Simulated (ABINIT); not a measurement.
Hubbard response calculation, with input and output: CoSi2 (part 3 of 3)

CoSi2 (Fm-3m, 3 atoms in the cell); Kohn-Sham DFT of a periodic cell, LDA, DFT+U, JTH PAW LDA v2.0, spin-polarised (ABINIT 10.8.3); cutoff 598.65 eV, 4×4×4 k-mesh, fermi-dirac of 0.05 eV, collinear spins. The structure derives from an entry of the Crystallography Open Database.

Geometry of the input (Å; fractional positions):
```
0.0000  2.6780  2.6780
2.6780  0.0000  2.6780
2.6780  2.6780  0.0000
Co 0.0000  0.0000  0.0000
Si 0.7500  0.7500  0.7500
Si 0.2500  0.2500  0.2500
```

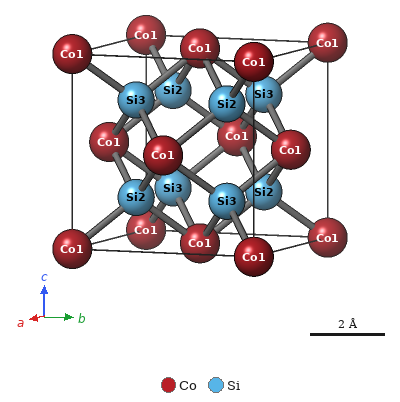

**Figure 1.** The input geometry (ball-and-stick view of the cell 4 times as large as that of the calculation, set on its symmetry axes, seen at an oblique angle; atoms are numbered from 1 in the order of the input). An atom can appear more than once, as a periodic image.

Points of doubt noted for this run: cell small for linear response; cutoff too low for stress; moments collapsed. The k-point mesh is coarse for a cell of this size, so the results may not be converged.
